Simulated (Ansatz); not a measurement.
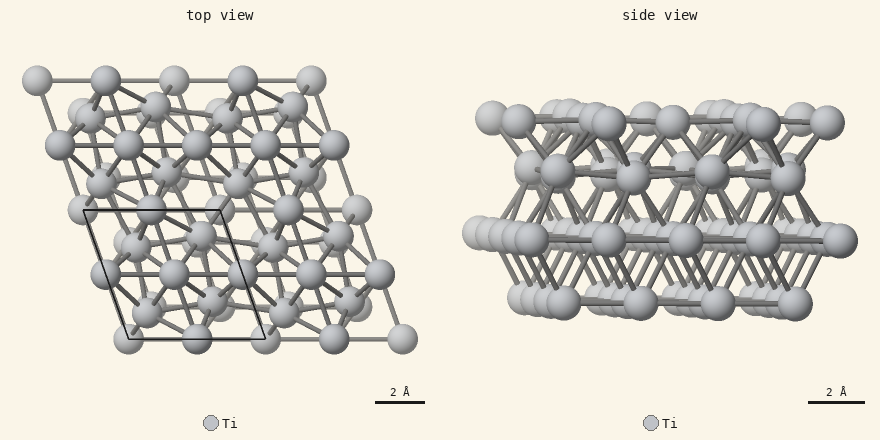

Ti(110) (Im-3m bulk, 4 atomic planes (those closer than 0.6 Å count as one), 7 Å) with one Ti vacancy in a 2 × 2 cell, seen from above and from the side.

Method: Ansatz 0.2.0, DFT PBE, scalar-relativistic, plane waves, PAW. Cutoff 420 eV, 11 × 11 k-points, Gaussian smearing 0.1 eV, dipole correction. The slab is a cut without reconstruction beyond its cell, at the source's lattice constants, with its lower half held fixed and the rest relaxed. The defects repeat every 5.7 Å and interact, so states at the Fermi level and the work function belong to this dense array. This isn't the element's usual hcp form. No spin polarisation. The run warns that the functional's potential is rough in the thin density of the vacuum, where the tip is; weak contrasts and barriers may feel it.

Tersoff–Hamann simulation (s-wave tip); biases are sample biases. Bias windows are sharp sums over the levels of the k mesh.

```
Ti
1.0
     5.68459    0.00000    0.00000
    -1.89486    5.35948    0.00000
     0.00000    0.00000   24.96217
Ti
15
Direct
  0.25000 0.25000 0.36055
  0.25000 0.75000 0.36055
  0.75000 0.25000 0.36055
  0.75000 0.75000 0.36055
  0.00000 0.00000 0.45352
  0.00000 0.50000 0.45352
  0.50000 0.00000 0.45352
  0.50000 0.50000 0.45352
  0.20256 0.20256 0.55255
  0.29096 0.70904 0.54269
  0.70904 0.29096 0.54269
  0.79744 0.79744 0.55255
  0.00000 0.50000 0.62286
  0.50000 0.00000 0.62286
  0.50000 0.50000 0.62642
```

> What does a constant-current image at a set point of 1.5 × 10⁻⁵ e/Å³ show at −1.00 V?

The brightest spots lie over points just beside the top Ti atoms; the darkest points are over the vacancy. The corrugation is 31 pm at a mean tip height of 5.0 Å.

> What does a constant-current image at a set point of 4.0 × 10⁻⁵ e/Å³ show at +0.25 V?

The brightest spots lie over points just beside the top Ti atoms; the darkest points are over the vacancy. The corrugation is 48 pm at a mean tip height of 4.5 Å.

The computed images, with the atoms seen from above drawn over one corner (deeper ones smaller):

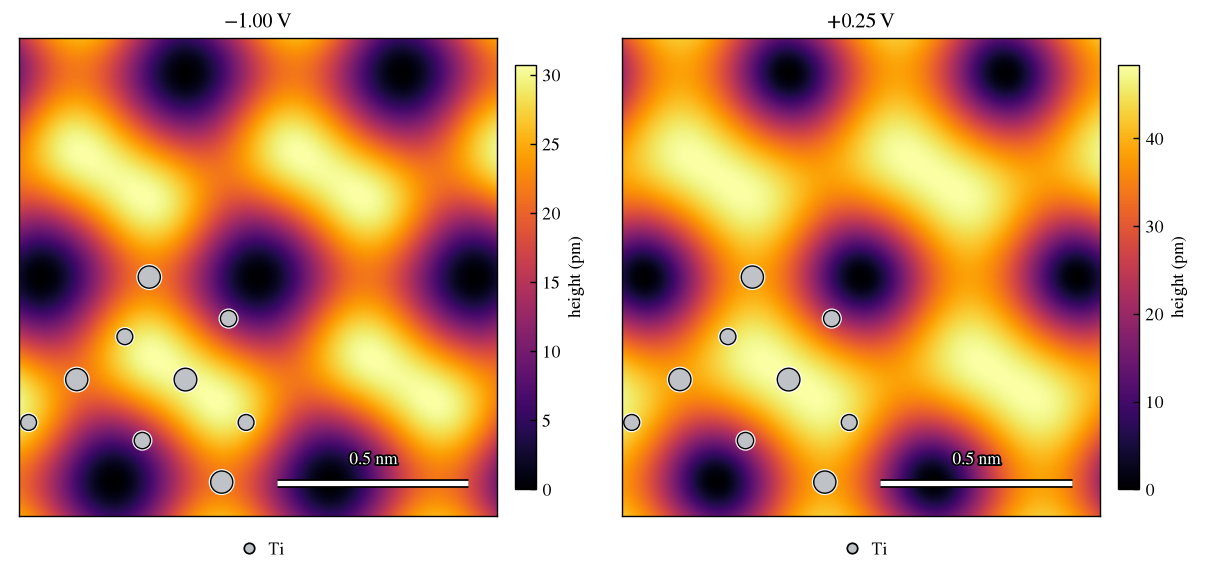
